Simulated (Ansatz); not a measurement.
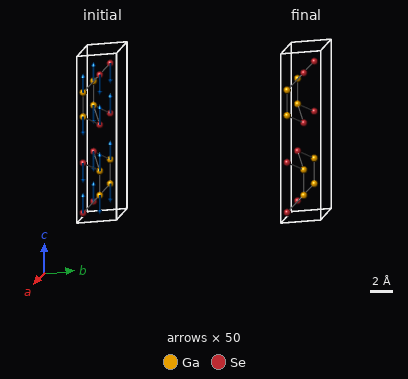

The structure of a crystal of GaSe (set up in P6_3/mmc) (coarse preliminary run) before (left) and after (right) a relaxation, at one scale. The blue arrows give the displacements (the part carried along by the change of the cell is left out), 50 times their true length.

The picture is a ball-and-stick view of the cell of the calculation, repeated 2 × 1 × 1 with one cell outlined, seen from a free direction.

Method: DFT PBEsol, scalar-relativistic, plane waves, PAW in Ansatz. Settings: plane-wave cutoff 420 eV; k-point mesh 6 × 6 × 2; occupations gaussian; smearing width 0.1 eV; no spin polarisation; cell and atoms relaxed; force threshold 0.05 eV/Å; at most 80 steps.

Describe what moved and what it gained.

Answer. After 2 accepted moves (3 points after the start) the energy has fallen by 0.134 eV per cell of the calculation. Largest force component: 1.2 eV/Å at the start, 0.015 eV/Å at the end. Pressure: 0.13 GPa at the start and 0.00 GPa at the end. The SCF was repeated once at an unchanged geometry on a basis and grid sized afresh for the cell, which shifted the energy by 0.7 meV per cell of the calculation at most. The largest moves relative to the cell, 0.039 Å, are those of Se atoms. Largest moves by element: Se 0.039 Å, Ga 0.037 Å. Cell: a = b 3.742 → 3.753 Å (+0.3 %), c 15.919 → 16.164 Å (+1.5 %). Volume +2.1 %. Some distances before and after: Ga–Ga 2.324 → 2.434 Å, Ga–Se 2.484 → 2.462 Å. The space group stays P6_3/mmc (No. 194). Cost: 49 s on 1 thread of Intel(R) Xeon(R) Platinum 8259CL CPU @ 2.50GHz (Skylake/Cascade Lake), with other jobs on the host, peak memory 0.59 GiB.
